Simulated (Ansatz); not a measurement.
**Band-structure calculation of Sb**

Sb (Pm-3m, 1 atom in the cell), computed with DFT PBE, scalar-relativistic, plane waves, PAW, no spin polarisation (Ansatz 0.2.0).

The structure derives from an entry of the Crystallography Open Database.

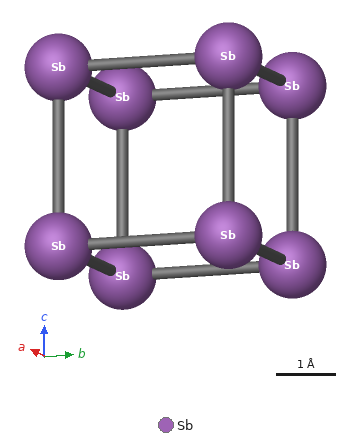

Figure 1. The structure (ball-and-stick view of the cell of the calculation, seen at an oblique angle). Near neighbours in the crystal (not all of them lie inside the picture): Sb has 6 Sb at 3.11 Å.

**Input**
```yaml
crystal:
  lattice:
    - [3.110461199, 0.0, 0.0]
    - [0.0, 3.110461199, 0.0]
    - [0.0, 0.0, 3.110461199]
  atoms:
    - { symbol: Sb, position: [0.0, 0.0, 0.0] }
basis:
  ecutwfc: 420
kpoints:
  mp_grid: { grid: [14, 14, 14] }
  band_path:
    path:
      - [[0.0, 0.0, 0.0], [0.0, 0.5, 0.0], [0.5, 0.5, 0.0], [0.0, 0.0, 0.0], [0.5, 0.5, 0.5], [0.0, 0.5, 0.0]]
      - [[0.5, 0.5, 0.5], [0.5, 0.5, 0.0]]
    npoints: 14
hamiltonian:
  xc: pbe
scf:
  occupations: { method: gaussian, width: 0.1 }
  n_extra_bands: 6
output:
  forces: true
  stress: true
  eigenvalues: true
  populations: true
  dos: { projected: true, de: 0.02, nscf_kmesh: { grid: [21, 21, 21] } }
  bader: true
  write_density: true
  write_potential: true
  elf: true
  volumetric_format: npy
```

Run on 1 thread of Arm Neoverse V1, 24 GiB of memory available, shared host.

Command:
```bash
ansatz run input.yaml --threads 1 --pin off --max-ram 2560MiB --backend cpu --events-out ev --progress --plain --runs-dir out
```

**What the program printed**
```
scf.n_extra_bands = 6 over 8 filled bands (N_el = 15.0): the run solves 14 bands
Engine: ansatz 0.2.0, aarch64-unknown-linux-gnu
Pseudopotentials: kind: paw
Pseudopotential: Sb, paw, valence charge 15, recommended cutoff 420 eV (normal), Sb.paw.azcp
Functional definition: PBE
  parameter kappa = 0.804
  parameter beta = 0.06672455060314922
  exchange = pbe_x(kappa = kappa, mu = beta*pi^2/3)
  correlation = pbe_c(beta = beta)
Crystal: 1 atoms, lattice volume = 30.094 Å³
Basis set: ecut = 420 eV, 619 PW (Γ), exchange–correlation on 48×48×48 points (8 copies of the dense FFT grid, shifted against one another)
Bands: 14, of which v1, the nominal top of the filled ones, is band 8 counted from 1 (7 counted from 0)
Symmetry: 48 space group operations
Space group: Pm-3m (ITA 221), of the structure as read, at distance tolerance 3.1e-5 Å
k-points: 120 of 2744
Non-local potential: Sb, projectors of the file, l = 0: 2, l = 1: 2, l = 2: 2, l = 3: 2
PAW form: soft (Blöchl's): semilocal exchange-correlation on the pseudo side does not see the compensation charge
PAW one-centre angular grid: Sb, 590 points (default); XC on 64 Gauss nodes
Initial density: superposition of atomic densities (neutral atoms: chi_scale 0, normalization atom), corrected by the library's trained network
Initial wavefunctions: pseudopotential atomic-orbital guess
Functional: x = pbe(κ = 0.804, μ = 0.2195149727645171), c = pbe(β = 0.06672455060314922)
SCF iter   1: F=—  HF=-6484.445028 eV  |F-HF|=—  |Δ(HF+E_count)|=         —  Δρ=4.70e-4  dr2=2.87e-5  ethr=1.77e-3  ⟨swp⟩=5.1  Hψ=9500  notcnv=0  defer=12
preconditioner: auto → none  [metal: Δε(μ)=0.046 eV  Ē_g=14.520 eV  σ=0.100 eV  W_gap=0.26  n_scr=6 (ndim 8)  ℏωp=15.1 eV  f_vac=0.002  D(μ)=0.76/eV (n_scr^D=6)  sad-step TF]
SCF iter   2: F=—  HF=-6484.444401 eV  |F-HF|=—  |Δ(HF+E_count)|=   6.27e-4  Δρ=2.59e-4  dr2=1.18e-5  ethr=1.91e-7  ⟨swp⟩=3.0  Hψ=3742  notcnv=0  defer=16
SCF iter   3: F=—  HF=-6484.444436 eV  |F-HF|=—  |Δ(HF+E_count)|=   3.50e-5  Δρ=1.12e-4  dr2=2.48e-6  ethr=7.87e-8  ⟨swp⟩=2.0  Hψ=2379  notcnv=0  defer=16
SCF iter   4: F=—  HF=-6484.444440 eV  |F-HF|=—  |Δ(HF+E_count)|=   3.25e-6  Δρ=4.97e-5  dr2=6.68e-7  ethr=1.65e-8  ⟨swp⟩=2.0  Hψ=1768  notcnv=0  defer=16
iter 5 did not close the SCF: its close was put off for the readings that it lacked (scf_convergence_deferred on its scf_iter line)
SCF iter   5: F=-6484.444439 eV  HF=-6484.444439 eV  |F-HF|=1.97e-9  |Δ(HF+E_count)|=   4.51e-7  Δρ=3.64e-6  dr2=2.29e-9  ethr=4.45e-9  ⟨swp⟩=2.0  Hψ=2378  notcnv=0  defer=16
SCF iter   6: F=-6484.444439 eV  HF=-6484.444439 eV  |F-HF|=3.18e-10  |Δ(HF+E_count)|=   2.37e-9  Δρ=1.01e-6  dr2=2.88e-10  ethr=1.53e-11  ⟨swp⟩=9.2  Hψ=9742  notcnv=0
SCF 1 converged in 6 iterations: F = -6484.444439 eV  dr2 = 2.88e-10
  greatest PAW one-centre occupation: 0.996 electrons in one spin orbital (limit 2), on the Sb atom at site 0 (counted from 0), in its partial waves of l = 2
NSCF: frozen V_eff on 86 k-points
NSCF: frozen V_eff on 286 k-points
SCF converged after 6 iterations
Free energy (F): -6484.444439 eV
Harris-Foulkes:  -6484.444439 eV  (|F-HF|=3.18e-10)
Internal energy: -6484.440651 eV  (E = F + TS)
E sigma→0 (E₀):  -6484.442545 eV
Entropy (-TS):   -0.003788 eV (-3.788 meV/atom)
Fermi energy:    9.779271 eV
--- Per-component energies (eV) ---
  E_band       = -168.707472
  E_kinetic    = 206.481058
  E_local      = -1576.527091  (includes V_loc(G=0)·N_el)
  E_nonlocal   = 362.025848
  E_hartree    = 714.733128
  E_xc         = -138.288419
  E_vxc        = -96.043478  (∫ρ·V_xc dr)
  E_paw        = -4575.171526  (= ΣΔE_a)
  E_vpaw       = -494.109168  (= ΣTr[D̂ρ^β])
  E_aug_tail   = -0.000002  (compensation charges beyond the density's cutoff)
  E_ewald      = -1477.693648
  E_smearing   = -0.003788  (= −TS)
  E_closure    = 0.000000  (closes the sum)
  Σ components = -6484.444439   (vs F -6484.444439, Δ=0.00e0)
--- Forces (eV/Å), atoms counted from 1 ---
  atom   1  Sb    -0.00000000    -0.00000000    -0.00000000
  max |Σ_I F_I| component: 2.55e-31 eV/Å
--- Stress (GPa, compression-positive) ---
        0.002384       0.000000       0.000000
        0.000000       0.002384       0.000000
        0.000000       0.000000       0.002384
  P = ⅓ Tr σ = 0.0024 GPa (0.024 kbar)
--- Band table (eV; the first three rows and the last of 120) ---
  k-point 0: bands = ["-19.3397", "-19.3397", "-19.1700", "-19.1700", "-19.1700", "-2.4780", "13.0884", "13.0884", "13.0884", "16.9432", "16.9432", "18.0483", "28.5120", "28.5120"]
  k-point 1: bands = ["-19.3393", "-19.3322", "-19.1721", "-19.1721", "-19.1698", "-2.4046", "12.1550", "13.1607", "13.1607", "17.0052", "17.4907", "18.6268", "27.8459", "28.0769"]
  k-point 2: bands = ["-19.3384", "-19.3111", "-19.1781", "-19.1781", "-19.1693", "-2.1864", "10.4560", "13.3719", "13.3719", "17.1906", "17.8673", "20.5193", "26.5323", "26.8050"]
  k-point 119: bands = ["-19.2607", "-19.2607", "-19.2607", "-19.0970", "-19.0970", "5.2546", "8.2438", "8.2438", "8.2438", "14.7431", "14.7431", "14.7431", "16.8114", "34.0245"]
--- Löwdin populations: 1 site ---
  site symbol       q [e]
     0     Sb     14.9658
  spilling = 0.002282 (of n_electrons = 15.000000)
--- Bader charges: 1 site ---
  site symbol  charge [e]  shift [e]
     0     Sb      0.0000     0.0000
  estimated error of the sums over rays = 7.7e-7 e
```

**File bader_charges.tsv**
```
# site	symbol	x_ang	y_ang	z_ang	partial_charge_e	electrons	volume_ang3	relative_density_drop	shared_charge_e	partial_wave_shift_e
# quadrature_error_electrons = 7.7e-7
0	Sb	0.0000	0.0000	0.0000	0.00000	51.00000	30.09	-	0.00000	0.00000
```

**File populations.tsv**
```
# site	symbol	l	j	q
# orbitals = lowdin
# n_electrons = 15.000000
# spilling = 0.002282
0	Sb	0_5S	-	1.804255
0	Sb	1_5P	-	3.163546
0	Sb	2_4D	-	9.997976
```

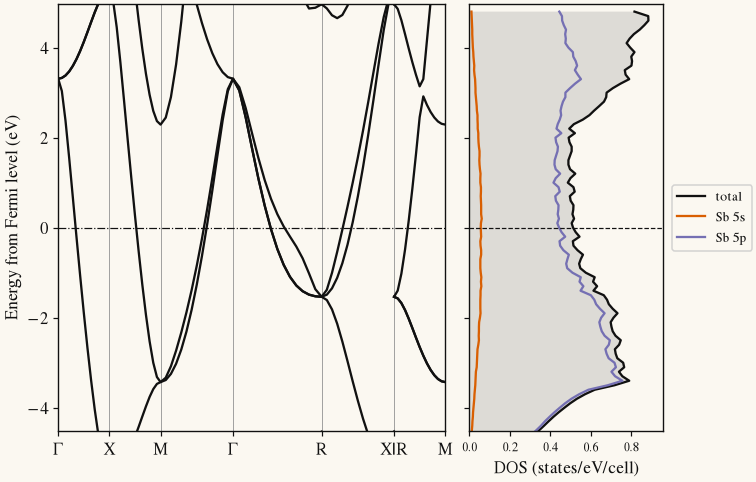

Figure 2. Band structure along Γ–X–M–Γ–R–X|R–M and density of states (projected on Löwdin-orthogonalised atomic shells), with energies from the Fermi level. Bands cross the Fermi level: a metal at this level of theory.

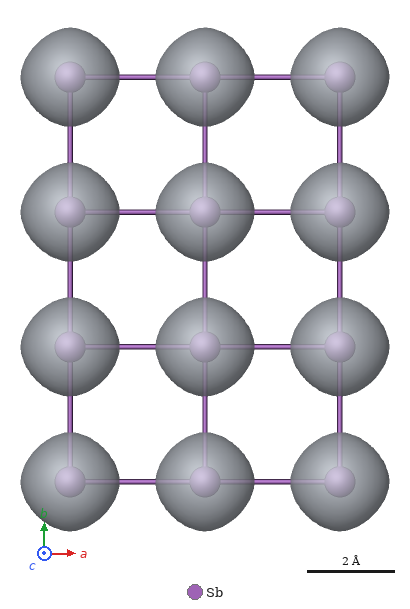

Figure 3. Isosurface of the valence pseudo-density at 0.4 e/Å³ (grey), seen along the c axis. Sticks mark near contacts. The outline is the cell set on symmetry axes. At this value the density breaks into separate islands; it holds about 75 % of the electrons treated as valence (semicore included). It is pinched off along the Sb–Sb (3.11 Å) contacts. On the grid the lowest density along these lines, outside the cores, is 0.25 e/Å³ (Sb–Sb, 3.11 Å). The fields are those of the smooth PAW valence density.

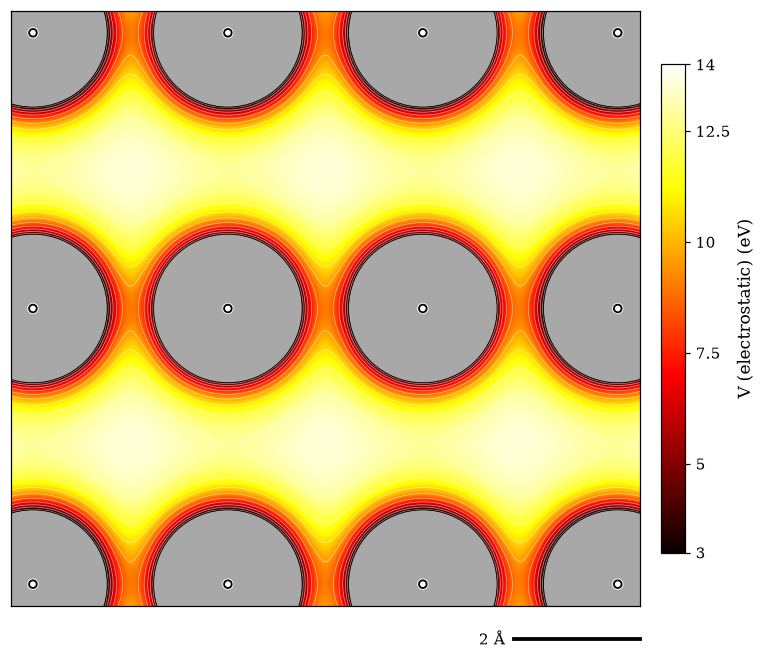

Figure 4. Electrostatic potential energy of an electron on the (011) plane of the conventional cell. Circles mark the nuclei in the plane (Sb). Grey discs, where drawn, cover atomic cores. The section cuts through Sb sites. Outside the cores the potential energy rises away from the atoms and is highest about 2.7 Å from the nearest atoms; outside the discs it spans about 10 eV, and its zero is arbitrary.

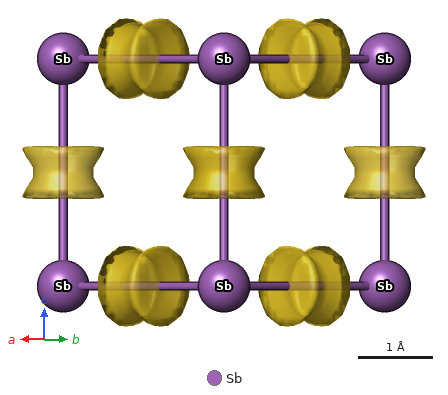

Figure 5. Isosurface of the ELF at 0.5 (yellow), seen along [110]. Only the valence region is drawn (cores and ρ < 0.01 e/Å³ removed). Sticks mark near contacts. The outline is the cell set on symmetry axes. Values along the shortest contacts: Sb–Sb (3.11 Å): the ELF is about 0.55 at the midpoint, as expected for nearly free electrons, as in a simple metal.

**Key numbers**

- outcome: converged
- space group (tolerance 0.01 Å): Pm-3m (221)
- electrons treated: 15
- free energy: −6484.4444 eV
- Fermi energy: 9.779 eV
- gap on the k-point mesh: none (metallic)
- pressure: 0.00 GPa
- largest force (length of the vector): under 0.001 eV/Å
- wall time: 10 s
- peak memory: 0.32 GiB
